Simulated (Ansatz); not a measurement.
C

Input

```
crystal:
  lattice:
    - [2.4699988104, 0.0, 0.0]
    - [-1.2349994052, 2.1390817171, 0.0]
    - [0.0, 0.0, 6.79]
  atoms:
    - { symbol: C, position: [0.0, 0.0, 0.0] }
    - { symbol: C, position: [0.0, 0.0, 0.5] }
    - { symbol: C, position: [0.3333333333, 0.6666666667, 0.005] }
    - { symbol: C, position: [0.6666666667, 0.3333333333, 0.505] }
basis:
  ecutwfc: 420
kpoints:
  mp_grid: { grid: [18, 18, 6] }
hamiltonian:
  xc: pbe
  dispersion: d3bj
scf:
  occupations: { method: gaussian, width: 0.1 }
output:
  forces: true
  stress: true
  eigenvalues: true
  write_density: true
  write_potential: true
  elf: true
  volumetric_format: npy
relax:
  adjacent_minimum: "off"
  f_tol: 0.005
  max_steps: 80
  cell: { stress_tol: 0.05 }
```

Run with:

```sh
ansatz run input.yaml --threads 1 --pin off --max-ram 2560MiB --backend cpu --events-out ev --progress --plain --runs-dir out
```

Below, planes, directions and counts refer to the conventional cell (a = 2.46 Å, b = 2.46 Å, c = 6.74 Å, α = 90.00°, β = 90.00°, γ = 120.00°).

The fields are those of the relaxed geometry.

Space group P6₃/mmc.

Computed with DFT PBE+D3(BJ), scalar-relativistic, plane waves, PAW (Ansatz 0.2.0).

In a PAW calculation such maps are meaningful between the atoms, not at the nuclei.

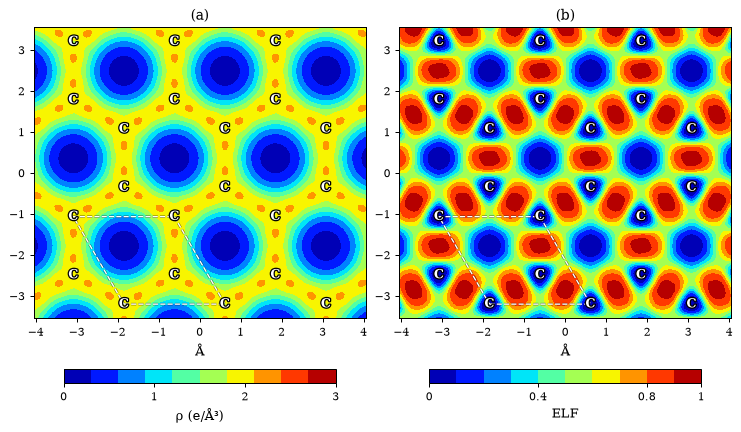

Figure 1. (a) valence pseudo-density; (b) electron localisation function on the (001) plane of the conventional cell.

Question: Interpret the plot.

Answer: The plane passes through C nuclei. C–C (1.42 Å): the density is about 2 e/Å³ at the midpoint; the ELF peaks at about 0.95 between the atoms. Between the atoms the lowest density in this plane is 0.15 e/Å³.

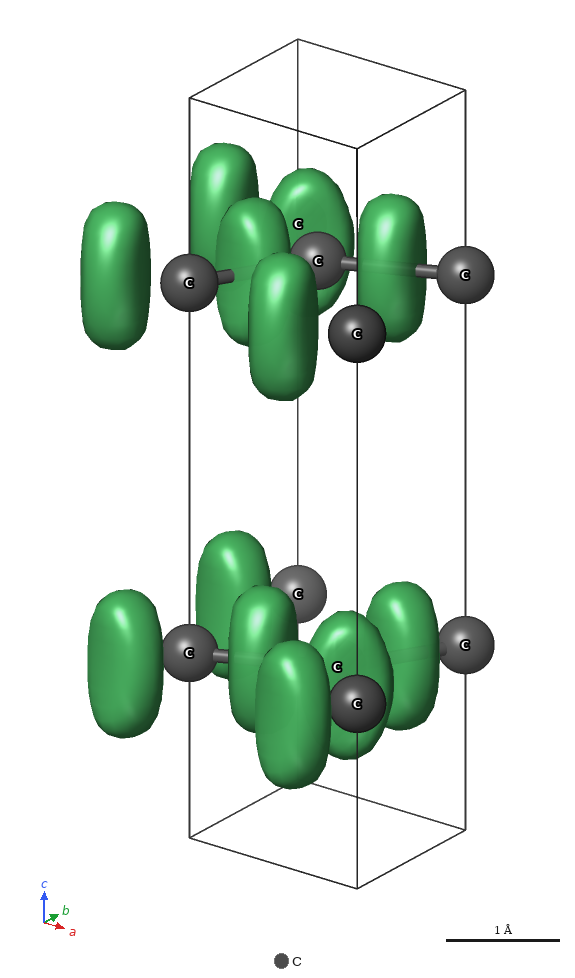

Figure 2. Isosurface of the ELF at 0.8 (green), seen slightly off an axis. Core shells and regions of very low density are left out. Sticks mark near contacts.

Question: Describe the localisation domains.

Answer: The surface consists of six regions between bonded C–C atoms, counted in one cell of 4 atoms. Regions shared between cells count once.

Question: Does the calculation make it a metal, or give it a gap?

Answer: It is gapless in this calculation (a metal or semimetal).
